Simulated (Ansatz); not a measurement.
**AlO₅: density, localisation and related maps**

The calculation's input:

```
crystal:
  lattice:
    - [3.5655607588, 0.0, 0.0]
    - [-1.7827803794, 3.0878661959, 0.0]
    - [0.0, 0.0, 6.3767516465]
  atoms:
    - { symbol: Al, position: [0.0, 0.0, 0.0] }
    - { symbol: O, position: [0.3333333333, 0.6666666667, 0.0] }
    - { symbol: O, position: [0.6666666667, 0.3333333333, 0.0] }
    - { symbol: O, position: [0.5, 0.0, 0.5] }
    - { symbol: O, position: [0.5, 0.5, 0.5] }
    - { symbol: O, position: [0.0, 0.5, 0.5] }
basis:
  ecutwfc: 420
kpoints:
  mp_grid: { grid: [12, 12, 6] }
hamiltonian:
  xc: pbe
scf:
  occupations: { method: gaussian, width: 0.1 }
output:
  forces: true
  stress: true
  eigenvalues: true
  write_density: true
  write_potential: true
  elf: true
  volumetric_format: npy
relax:
  adjacent_minimum: "off"
  f_tol: 0.01
  max_steps: 80
  cell: { stress_tol: 0.05 }
```

Launched as:

```sh
ansatz run input.yaml --threads 1 --pin off --max-ram 2560MiB --backend cpu --events-out ev --progress --plain --runs-dir out
```

Below, planes, directions and counts refer to the conventional cell (a = 3.55 Å, b = 3.55 Å, c = 6.51 Å, α = 90.00°, β = 90.00°, γ = 120.00°).

The fields are those of the relaxed geometry.

Space group P6/mmm; a structure generated by program, which may or may not match a known phase; computed without spin polarisation.

These are results of DFT PBE, scalar-relativistic, plane waves, PAW in Ansatz 0.2.0, not measurements.

The density is the valence pseudo-density of a PAW calculation; it isn't the true density close to the nuclei.

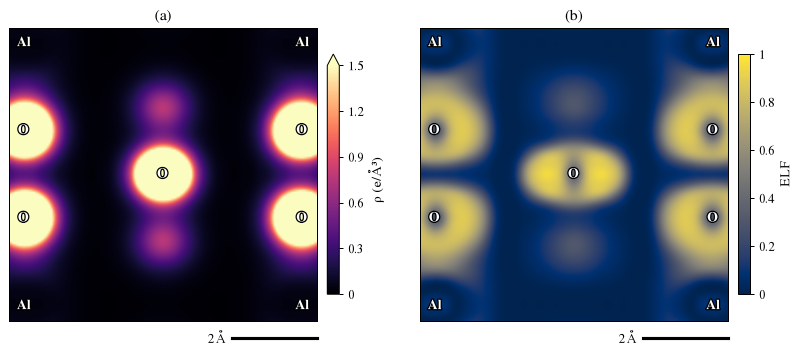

Figure 1. (a) valence charge density (pseudo); (b) ELF on the (110) plane of the conventional cell.

**Describe what can be read from this map.**

The section cuts through Al and O sites.
Atoms just off the plane (O, 0.9 Å away) can leave unmarked features too.
Al–O (2.05 Å): the density is about 0.43 e/Å³ at the midpoint; the ELF peaks at about 0.80 in the valence shell of O, 0.6 Å from its nucleus, and is about 0.65 at the midpoint.
Between the atoms the lowest density in this plane is 0.01 e/Å³.
The ELF also peaks beside O, away from the bonds: lone-pair regions.

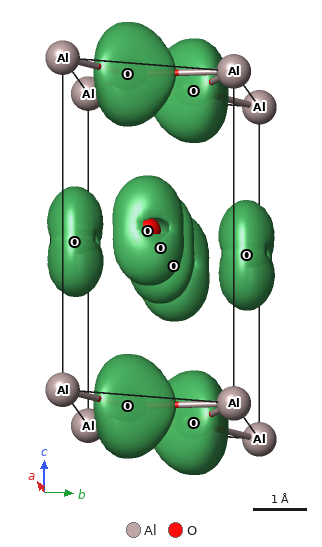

Figure 2. Isosurface of the ELF at 0.7 (green), seen at an oblique angle. Only the valence region is drawn (cores and ρ < 0.01 e/Å³ removed). Sticks mark near contacts.

**Describe the localisation domains.**

The ELF exceeds this value in five regions wrapped around O (the valence shell of each), counted in one cell of 6 atoms. Any copies at cell faces, edges or corners count once.

**Does the calculation give a band gap?**

It is gapless in this calculation (a metal or semimetal).
